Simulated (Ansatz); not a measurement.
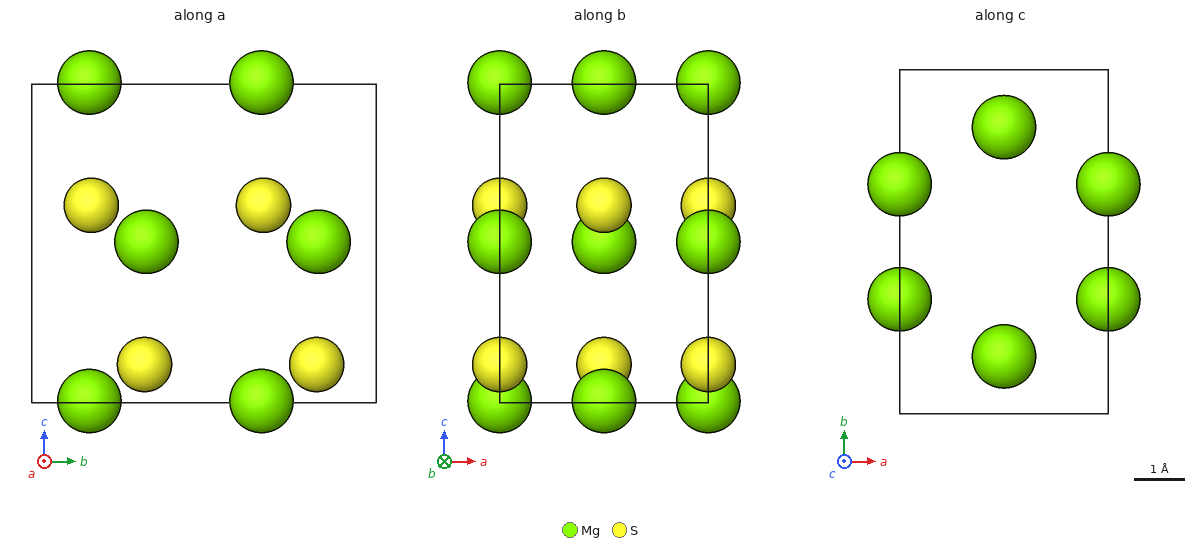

Drawn in the spheres-only manner and seen along the a axis, along the b axis and along the c axis. Thin lines show the conventional unit cell, with boundary atoms drawn in all their periodic places.

Lattice parameters: a = 4.2301 Å, b = 6.9778 Å, c = 6.4544 Å, α = 90.000°, β = 90.000°, γ = 90.000°.

Q: Record the structure as a CIF in P1 with every atom of the cell, with free fractional coordinates to two decimals.

A:
```cif
data_structure
_symmetry_space_group_name_H-M 'P 1'
_symmetry_Int_Tables_number 1
_cell_length_a 4.2301
_cell_length_b 6.9778
_cell_length_c 6.4544
_cell_angle_alpha 90.000
_cell_angle_beta 90.000
_cell_angle_gamma 90.000
_cell_volume 190.51
loop_
_atom_site_label
_atom_site_type_symbol
_atom_site_fract_x
_atom_site_fract_y
_atom_site_fract_z
_atom_site_occupancy
Mg1 Mg 0.00 0.67 0.01 1
Mg2 Mg 0.00 0.33 0.51 1
S1 S 0.00 0.67 0.62 1
S2 S 0.00 0.33 0.12 1
Mg3 Mg 0.50 0.17 0.01 1
Mg4 Mg 0.50 0.83 0.51 1
S3 S 0.50 0.17 0.62 1
S4 S 0.50 0.83 0.12 1
```

Its origin is a structure type filled with these elements by a generator (whether the compound takes this form wasn't checked). The cell was then strained or its atoms displaced on purpose. It was the input of a calculation with Ansatz.
